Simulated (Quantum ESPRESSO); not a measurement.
# Thickness dependence of 1T-ZrSe2, part 5 of 7

Wanted: polarisability and band edges of 1T-ZrSe2, layer by layer.

Quantum ESPRESSO 7.5; plane-wave DFT, PBE, GBRV ultrasoft pseudopotentials.

So far. Step 7 (Electrostatic potential, 1 layer): The slope in the vacuum is 0.100 eV/Å for an applied 0.10 V/Å, as it should be. Step 8 (Bands along a path, 1 layer: no field): Along this path the valence top lies at Γ and the conduction bottom at M.

## (10) Variable-cell relaxation, 2 layers

Level of this step: plane-wave DFT, PBE-D3(BJ), GBRV ultrasoft pseudopotentials (Quantum ESPRESSO 7.5).

System of this step: 1T-ZrSe2, 2 layers, AA stacking. The cell holds 6 atoms: 4 Se and 2 Zr. Cell: a = 3.800 Å, b = 3.800 Å, c = 27.227 Å, α = 90.0°, β = 90.0°, γ = 120.0°. It derives from ZrSe2. Vacuum lies along c.

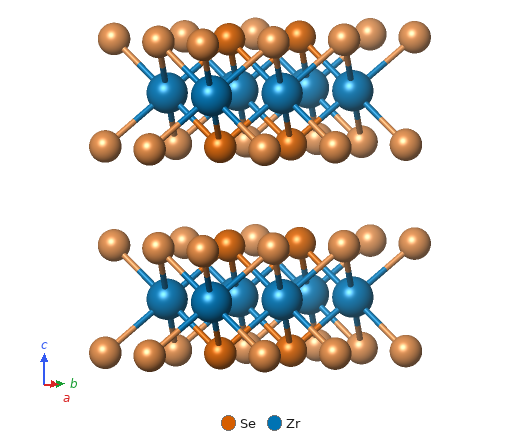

The cell of this step (selenium orange, zirconium blue). 1×2×1 cells are drawn. Some periodic images of atoms are drawn too.

File n2.relax.in:

```
&control
  prefix = 'n2.relax'
  outdir = './out'
  pseudo_dir = './pseudo'
  nstep = 50
  forc_conv_thr = 0.0004
  calculation = 'vc-relax'
  etot_conv_thr = 1e-06
/
&system
  ibrav = 0
  nat = 6
  ntyp = 2
  ecutwfc = 50
  ecutrho = 250
  vdw_corr = 'grimme-d3'
  dftd3_version = 4
  occupations = 'smearing'
  smearing = 'fd'
  degauss = 0.004
/
&electrons
  conv_thr = 1e-09
  mixing_beta = 0.4
  electron_maxstep = 120
  mixing_mode = 'plain'
/
&ions
/
&cell
  cell_dofree = '2Dxy'
  press_conv_thr = 0.3
/
ATOMIC_SPECIES
  Se  78.9710  se_pbe_v1.uspp.F.UPF
  Zr  91.2240  zr_pbe_v1.uspp.F.UPF
CELL_PARAMETERS angstrom
  3.80000000000000 0.00000000000000 0.00000000000000
  -1.90000000000000 3.29089653438087 0.00000000000000
  0.00000000000000 0.00000000000000 27.22669233232332
ATOMIC_POSITIONS crystal
  Se  0.666666666667 0.333333333333 0.312193633228
  Zr  0.000000000000 0.000000000000 0.375795669859
  Se  0.333333333333 0.666666666667 0.439397706491
  Se  0.666666666667 0.333333333333 0.560602293509
  Zr  0.000000000000 0.000000000000 0.624204330141
  Se  0.333333333333 0.666666666667 0.687806366772
K_POINTS automatic
  6 6 1 0 0 0
```

Run with:

```console
$ OMP_NUM_THREADS=1 mpirun -n 4 pw.x -nk 2 -in n2.relax.in > n2.relax.out
```

The log of the run:

```text
[banner, memory and clock lines left out]
Program PWSCF v.7.5 starts

          URL

     Message from routine setup:
     using ibrav=0 with symmetry is DISCOURAGED, use correct ibrav instead

     bravais-lattice index     =            0
     lattice parameter (alat)  =       7.1810  a.u.
     unit-cell volume          =    2297.6788 (a.u.)^3
     number of atoms/cell      =            6
     number of atomic types    =            2
     number of electrons       =        48.00
     number of Kohn-Sham states=           29
     kinetic-energy cutoff     =      50.0000  Ry
     charge density cutoff     =     250.0000  Ry
     scf convergence threshold =      1.0E-09
     mixing beta               =       0.4000
     number of iterations used =            8  plain     mixing
     energy convergence thresh.=      1.0E-06
     force convergence thresh. =      4.0E-04
     press convergence thresh. =      3.0E-01
     Exchange-correlation= SLA  PW   PBE  PBE
                           (   1   4   3   4   0   0   0)
     nstep                     =           50

     celldm(1)=   7.180959  celldm(2)=   0.000000  celldm(3)=   0.000000
     celldm(4)=   0.000000  celldm(5)=   0.000000  celldm(6)=   0.000000

     crystal axes: (cart. coord. in units of alat)
               a(1) = (   1.000000   0.000000   0.000000 )
               a(2) = (  -0.500000   0.866025   0.000000 )
               a(3) = (   0.000000   0.000000   7.164919 )

     reciprocal axes: (cart. coord. in units 2 pi/alat)
               b(1) = (  1.000000  0.577350 -0.000000 )
               b(2) = (  0.000000  1.154701  0.000000 )
               b(3) = (  0.000000 -0.000000  0.139569 )

     PseudoPot. # 1 for Se read from file:
     ./pseudo/se_pbe_v1.uspp.F.UPF
     Pseudo is Ultrasoft + core correction, Zval =  6.0
     Generated by new atomic code, or converted to UPF format
     Using radial grid of  877 points,  6 beta functions with:
                l(1) =   0
                l(2) =   0
                l(3) =   1
                l(4) =   1
                l(5) =   2
                l(6) =   2
     Q(r) pseudized with  8 coefficients,  rinner =    1.300   1.300   1.300
                                                       1.300   1.300

     PseudoPot. # 2 for Zr read from file:
     ./pseudo/zr_pbe_v1.uspp.F.UPF
     Pseudo is Ultrasoft + core correction, Zval = 12.0
     Generated by new atomic code, or converted to UPF format
     Using radial grid of  887 points,  6 beta functions with:
                l(1) =   0
                l(2) =   0
                l(3) =   1
                l(4) =   1
                l(5) =   2
                l(6) =   2
     Q(r) pseudized with  6 coefficients,  rinner =    1.200   1.200   1.200
                                                       1.200   1.200

     atomic species   valence    mass     pseudopotential
     Se                6.00    78.97100     Se( 1.00)
     Zr               12.00    91.22400     Zr( 1.00)

     12 Sym. Ops., with inversion, found

   Cartesian axes

     site n.     atom                  positions (alat units)
         1        Se     tau(   1) = (   0.5000000   0.2886751   2.2368421  )
         2        Zr     tau(   2) = (   0.0000000   0.0000000   2.6925455  )
         3        Se     tau(   3) = (  -0.0000000   0.5773503   3.1482490  )
         4        Se     tau(   4) = (   0.5000000   0.2886751   4.0166700  )
         5        Zr     tau(   5) = (   0.0000000   0.0000000   4.4723735  )
         6        Se     tau(   6) = (  -0.0000000   0.5773503   4.9280769  )

     DFT-D3 Dispersion Correction (3-body terms):
       Reference C6 values for interpolation:

         atom   Coordination number   C6
         Se         0.000           427.35
         Se         0.990           427.57
         Se         1.981           421.05
         Zr         0.000          3645.44
         Zr         1.935          1137.36
         Zr         3.911           917.38

       Values used:

         atom   Coordination number  R0_AB[au]  C6      C8
         Se         3.079            3.332    421.05  29958.36
         Zr         8.218            3.836    917.38 152111.45
         Se         3.135            3.332    421.05  29958.36
         Se         3.135            3.332    421.05  29958.36
         Zr         8.218            3.836    917.38 152111.45
         Se         3.079            3.332    421.05  29958.36

         Molecular C6 ( Ry / a.u.^6 ) =     20296.94

     number of k points=     7  Fermi-Dirac smearing, width (Ry)=  0.0040
                       cart. coord. in units 2pi/alat
        k(    1) = (   0.0000000   0.0000000   0.0000000), wk =   0.0555556
        k(    2) = (   0.0000000   0.1924501   0.0000000), wk =   0.3333333
        k(    3) = (   0.0000000   0.3849002   0.0000000), wk =   0.3333333
        k(    4) = (   0.0000000  -0.5773503   0.0000000), wk =   0.1666667
        k(    5) = (   0.1666667   0.2886751   0.0000000), wk =   0.3333333
        k(    6) = (   0.1666667   0.4811252   0.0000000), wk =   0.6666667
        k(    7) = (   0.3333333   0.5773503   0.0000000), wk =   0.1111111

     Dense  grid:   153199 G-vectors     FFT dimensions: (  40,  40, 270)

     Smooth grid:   109473 G-vectors     FFT dimensions: (  36,  36, 240)

     Initial potential from superposition of free atoms

     starting charge      47.9954, renormalised to      48.0000

     negative rho (up, down):  1.264E-01 0.000E+00
     Starting wfcs are   42 randomized atomic wfcs

     per-process dynamical memory:    78.3 Mb

     Self-consistent Calculation

     iteration #  1     ecut=    50.00 Ry     beta= 0.40
     Davidson diagonalization with overlap
     ethr =  1.00E-02,  avg # of iterations =  2.0

     Threshold (ethr) on eigenvalues was too large:
     Diagonalizing with lowered threshold

     Davidson diagonalization with overlap
     ethr =  6.77E-04,  avg # of iterations =  2.0

     negative rho (up, down):  1.279E-01 0.000E+00

     total energy              =    -373.33627606 Ry
     estimated scf accuracy    <       0.31200100 Ry

     iteration #  2     ecut=    50.00 Ry     beta= 0.40
     Davidson diagonalization with overlap
     ethr =  6.50E-04,  avg # of iterations =  3.0

     negative rho (up, down):  1.284E-01 0.000E+00

     total energy              =    -373.36520756 Ry
     estimated scf accuracy    <       0.25031549 Ry

     iteration #  3     ecut=    50.00 Ry     beta= 0.40
     Davidson diagonalization with overlap
     ethr =  5.21E-04,  avg # of iterations =  2.0

     negative rho (up, down):  1.295E-01 0.000E+00

[...]
one-electron contribution =   -1876.98021321 Ry
     hartree contribution      =     942.66726694 Ry
     xc contribution           =    -154.40206403 Ry
     ewald contribution        =     715.40426751 Ry
     DFT-D3 Dispersion         =      -0.13570314 Ry

     convergence has been achieved in  12 iterations

     negative rho (up, down):  1.300E-01 0.000E+00

     Forces acting on atoms (cartesian axes, Ry/au):

     atom    1 type  1   force =     0.00000000    0.00000000   -0.00081302
     atom    2 type  2   force =     0.00000000   -0.00000000    0.00166247
     atom    3 type  1   force =    -0.00000000   -0.00000000    0.00363940
     atom    4 type  1   force =     0.00000000   -0.00000000   -0.00363940
     atom    5 type  2   force =    -0.00000000    0.00000000   -0.00166247
     atom    6 type  1   force =     0.00000000    0.00000000    0.00081302

     Total force =     0.005774     Total SCF correction =     0.000020

     Computing stress (Cartesian axis) and pressure

     negative rho (up, down):  1.300E-01 0.000E+00
          total   stress  (Ry/bohr**3)                   (kbar)     P=       -3.69
  -0.00003132  -0.00000000   0.00000000           -4.61       -0.00        0.00
  -0.00000000  -0.00003132   0.00000000           -0.00       -4.61        0.00
   0.00000000   0.00000000  -0.00001264            0.00        0.00       -1.86

     Energy error            =      7.2E-04 Ry
     Gradient error          =      3.6E-03 Ry/Bohr
     Cell gradient error     =      4.6E+00 kbar

     number of scf cycles    =  19
     number of bfgs steps    =  18

     enthalpy           old  =    -373.4458735921 Ry
     enthalpy           new  =    -373.4465930600 Ry

     CASE: enthalpy          _new < enthalpy          _old

     new trust radius        =       0.1613873457 bohr
     new conv_thr            =            9.1E-11 Ry

     new unit-cell volume =   2291.30888 a.u.^3 (   339.53694 Ang^3 )
     density =      2.43714 g/cm^3

CELL_PARAMETERS (angstrom)
   3.794728949   0.000000000   0.000000000
  -1.897364475   3.286331670   0.000000000
   0.000000000   0.000000000  27.226692332

ATOMIC_POSITIONS (crystal)
Se               0.6666666667        0.3333333333        0.3278219412
Zr               0.0000000000       -0.0000000000        0.3855205162
Se               0.3333333333        0.6666666667        0.4431933346
Se               0.6666666667        0.3333333333        0.5568066654
Zr              -0.0000000000        0.0000000000        0.6144794838
Se               0.3333333333        0.6666666667        0.6721780588

     XML data file
     NEW-OLD atomic charge density approx. for the potential
     New effective cutoffs (rho, wfc):  250.65   50.13

     negative rho (up, down):  1.260E-01 0.000E+00

     per-process dynamical memory:    92.5 Mb

     Self-consistent Calculation

     iteration #  1     ecut=    50.00 Ry     beta= 0.40
     Davidson diagonalization with overlap
     ethr =  1.00E-06,  avg # of iterations = 11.4

     negative rho (up, down):  1.261E-01 0.000E+00

     total energy              =    -373.44661840 Ry
     estimated scf accuracy    <       0.00371676 Ry

     iteration #  2     ecut=    50.00 Ry     beta= 0.40
     Davidson diagonalization with overlap
     ethr =  7.74E-06,  avg # of iterations =  3.1

     negative rho (up, down):  1.261E-01 0.000E+00

     total energy              =    -373.44624312 Ry
     estimated scf accuracy    <       0.00984552 Ry

     iteration #  3     ecut=    50.00 Ry     beta= 0.40
     Davidson diagonalization with overlap
     ethr =  7.74E-06,  avg # of iterations =  2.9

     negative rho (up, down):  1.263E-01 0.000E+00

     total energy              =    -373.44747873 Ry
     estimated scf accuracy    <       0.00064302 Ry

     iteration #  4     ecut=    50.00 Ry     beta= 0.40
     Davidson diagonalization with overlap
     ethr =  1.34E-06,  avg # of iterations =  1.6

     negative rho (up, down):  1.263E-01 0.000E+00

     total energy              =    -373.44748472 Ry
     estimated scf accuracy    <       0.00012117 Ry

     iteration #  5     ecut=    50.00 Ry     beta= 0.40
     Davidson diagonalization with overlap
     ethr =  2.52E-07,  avg # of iterations =  2.3

     negative rho (up, down):  1.264E-01 0.000E+00

     total energy              =    -373.44750370 Ry
     estimated scf accuracy    <       0.00000587 Ry

     iteration #  6     ecut=    50.00 Ry     beta= 0.40
     Davidson diagonalization with overlap
     ethr =  1.22E-08,  avg # of iterations =  3.7

     negative rho (up, down):  1.264E-01 0.000E+00

     total energy              =    -373.44750347 Ry
     estimated scf accuracy    <       0.00000675 Ry

     iteration #  7     ecut=    50.00 Ry     beta= 0.40
     Davidson diagonalization with overlap
     ethr =  1.22E-08,  avg # of iterations =  2.6

     negative rho (up, down):  1.264E-01 0.000E+00

     total energy              =    -373.44750459 Ry
     estimated scf accuracy    <       0.00000039 Ry

     iteration #  8     ecut=    50.00 Ry     beta= 0.40
     Davidson diagonalization with overlap
     ethr =  8.05E-10,  avg # of iterations =  3.9

     negative rho (up, down):  1.264E-01 0.000E+00

     total energy              =    -373.44750474 Ry
     estimated scf accuracy    <       0.00000006 Ry

     iteration #  9     ecut=    50.00 Ry     beta= 0.40
     Davidson diagonalization with overlap
     ethr =  1.27E-10,  avg # of iterations =  3.6

     negative rho (up, down):  1.264E-01 0.000E+00

     total energy              =    -373.44750477 Ry
     estimated scf accuracy    <       0.00000002 Ry

     iteration # 10     ecut=    50.00 Ry     beta= 0.40
     Davidson diagonalization with overlap
     ethr =  4.02E-11,  avg # of iterations =  3.4

     negative rho (up, down):  1.264E-01 0.000E+00

     total energy              =    -373.44750478 Ry
     estimated scf accuracy    <          1.9E-09 Ry

     iteration # 11     ecut=    50.00 Ry     beta= 0.40
     Davidson diagonalization with overlap
     ethr =  3.87E-12,  avg # of iterations =  3.6

     negative rho (up, down):  1.264E-01 0.000E+00

     total energy              =    -373.44750478 Ry
     estimated scf accuracy    <          2.3E-10 Ry

     iteration # 12     ecut=    50.00 Ry     beta= 0.40
     Davidson diagonalization with overlap
     ethr =  4.84E-13,  avg # of iterations =  4.4

     negative rho (up, down):  1.264E-01 0.000E+00

     End of self-consistent calculation

          k = 0.0000 0.0000 0.0000 ( 13531 PWs)   bands (ev):

   -49.2351 -49.2351 -27.2784 -27.2782 -27.1670 -27.1670 -27.1670 -27.1670
   -12.8076 -12.6643 -11.9130 -11.7355  -4.1233  -3.5666  -2.3308  -2.3308
    -2.3067  -2.3067  -1.3101  -0.3256   0.1580   0.1580   0.2407   0.2407
     1.3287   1.3287   1.3416   1.3416   1.8904

          k =-0.0000 0.1927 0.0000 ( 13680 PWs)   bands (ev):

   -49.2321 -49.2321 -27.2678 -27.2677 -27.2126 -27.2126 -27.1768 -27.1768
   -12.5754 -12.4372 -11.8911 -11.7413  -3.8054  -3.3138  -2.9384  -2.7005
    -2.2254  -2.1823  -1.4393  -1.3499  -0.6818  -0.5116  -0.4108  -0.1605
     1.3031   1.3144   2.0696   2.0836   2.3217

          k =-0.0000 0.3854 0.0000 ( 13746 PWs)   bands (ev):

   -49.2261 -49.2261 -27.3031 -27.3031 -27.2457 -27.2456 -27.1964 -27.1964
   -12.1046 -11.9949 -11.7906 -11.7052  -3.7411  -3.5552  -3.2496  -2.9276
    -2.6354  -2.1934  -2.1769  -2.1153  -1.1250  -0.9329  -0.8061  -0.6820
     0.8615   0.9476   2.6294   2.6700   2.8349

          k = 0.0000-0.5782 0.0000 ( 13714 PWs)   bands (ev):

   -49.2232 -49.2232 -27.3471 -27.3471 -27.2350 -27.2349 -27.2062 -27.2062
   -11.9572 -11.9032 -11.5934 -11.5445  -4.2986  -4.2554  -3.1281  -2.8142
    -2.3136  -2.2862  -2.2559  -2.1964  -1.5302  -0.9790  -0.9321  -0.7796
     0.6824   0.7833   2.8092   2.8112   3.1545

          k = 0.1669 0.2891 0.0000 ( 13702 PWs)   bands (ev):

   -49.2276 -49.2276 -27.2714 -27.2714 -27.2521 -27.2520 -27.2001 -27.2001
   -12.2042 -12.0794 -11.8462 -11.7463
[key lines of the parts left out:]
the Fermi energy is     0.4697 ev
```

Wall time 27 min (4 MPI ranks of Arm Neoverse N1, shared host); peak memory 0.94 GiB; 1.8 h of CPU time.

The steps of the relaxation (22 of 27):

| step | energy less that of the first step (eV) | largest force (eV/Å) | volume (Å³) |
| --- | --- | --- | --- |
| 1 | 0.0000 | 1.4103 | 340.48 |
| 2 | -0.1869 | 1.1277 | 337.30 |
| 3 | -0.3372 | 0.7971 | 333.96 |
| 5 | -0.4578 | 0.0698 | 328.02 |
| 6 | -0.4587 | 0.0713 | 328.35 |
| 7 | -0.4597 | 0.0703 | 328.70 |
| 8 | -0.4612 | 0.0658 | 329.24 |
| 10 | -0.4654 | 0.0483 | 331.19 |
| 11 | -0.4676 | 0.0571 | 332.81 |
| 12 | -0.4686 | 0.0698 | 334.29 |
| 13 | -0.4693 | 0.0739 | 334.79 |
| 15 | -0.4720 | 0.0804 | 335.63 |
| 16 | -0.4748 | 0.0844 | 336.16 |
| 17 | -0.4793 | 0.0889 | 336.80 |
| 18 | -0.4861 | 0.0927 | 337.58 |
| 20 | -0.5083 | 0.0828 | 339.54 |
| 21 | -0.5146 | 0.0528 | 339.97 |
| 22 | -0.5200 | 0.0556 | 338.56 |
| 23 | -0.5261 | 0.0522 | 335.95 |
| 25 | -0.5301 | 0.0027 | 332.53 |
| 26 | -0.5301 | 0.0002 | 332.59 |
| 27 | -0.5301 | 0.0002 | 332.59 |

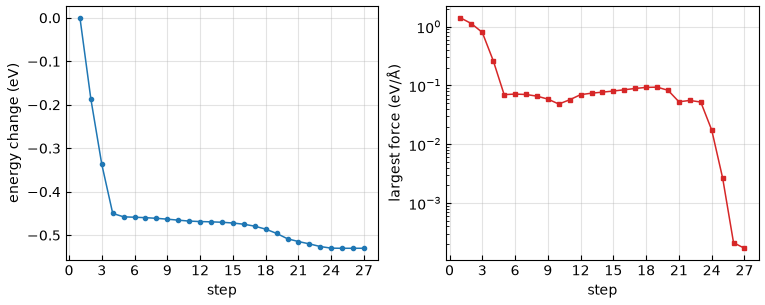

Energy and largest force along the relaxation.

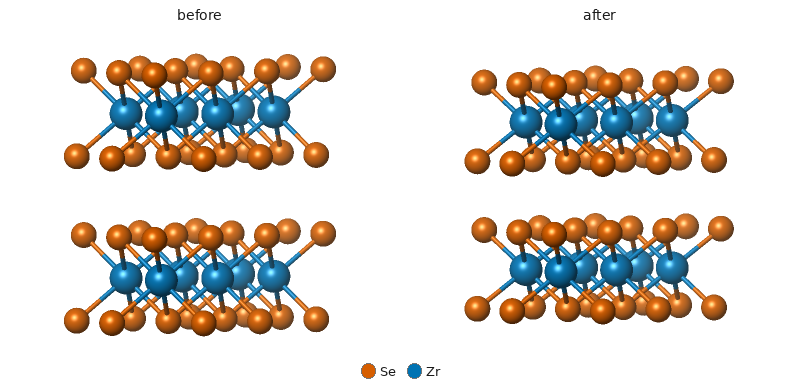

The structure before and after the relaxation, drawn at the same scale.

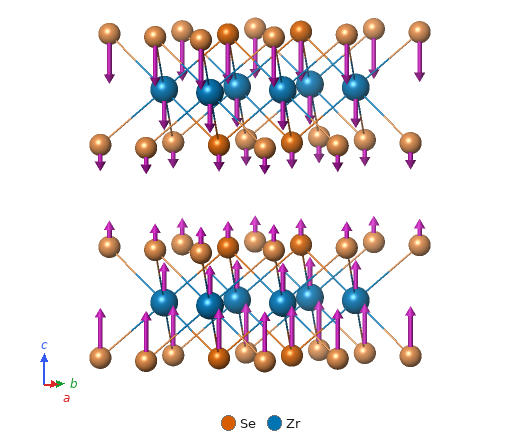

Displacements in the relaxation, exaggerated, measured against the changing cell; the longest in the cell stands for 0.49 Å. 1×2×1 cells are drawn. Some periodic images of atoms are drawn too.

| cell as run | before | after | change |
| --- | --- | --- | --- |
| a (Å) | 3.800 | 3.756 | -1.2 % |
| b (Å) | 3.800 | 3.756 | -1.2 % |

The atoms that moved most (Å, along periodic axes as changes of fractional coordinates times the final cell, across vacuum about the mean position):

| atom | dx | dy | dz | length |
| --- | --- | --- | --- | --- |
| Se1 | 0.000 | 0.000 | 0.488 | 0.488 |
| Se6 | 0.000 | 0.000 | -0.488 | 0.488 |
| Zr5 | 0.000 | 0.000 | -0.349 | 0.349 |
| Zr2 | 0.000 | 0.000 | 0.349 | 0.349 |
| Se4 | 0.000 | 0.000 | -0.207 | 0.207 |
| Se3 | 0.000 | 0.000 | 0.207 | 0.207 |

The relaxed structure:

```xyz
6
Lattice="3.7557 0.0000 0.0000 -1.8778 3.2525 0.0000 0.0000 0.0000 27.2267" Properties=species:S:1:pos:R:3
Se    1.8778    1.0842    8.9879
Zr    0.0000    0.0000   10.5804
Se    0.0000    2.1683   12.1701
Se    1.8778    1.0842   15.0566
Zr    0.0000    0.0000   16.6462
Se    0.0000    2.1683   18.2388
```

 The last row is no step: it is a fresh SCF in the final cell with a new plane-wave basis, +0 meV from the row before.

Read from the output:

```
free energy             : -5081.0340 eV
energy at zero smearing : -5081.0318 eV
Fermi energy            : 0.5802 eV
```

(Continued in part 6 of 7.)

[Logs are printed without paths, hosts, clocks, repeated set-up lines and the standing remarks that a program may print on its own settings, such as how far it seeks lower states.]

[Hosts, paths, dates, database ids (printed as entryN), source tags and the programs' standing remarks are cut or masked in the printed files.]

[Maps of the electrostatic potential energy from Ansatz leave out the sawtooth potential of an applied field or a dipole correction, so their vacuum need not be flat; planar profiles and work functions include it.]
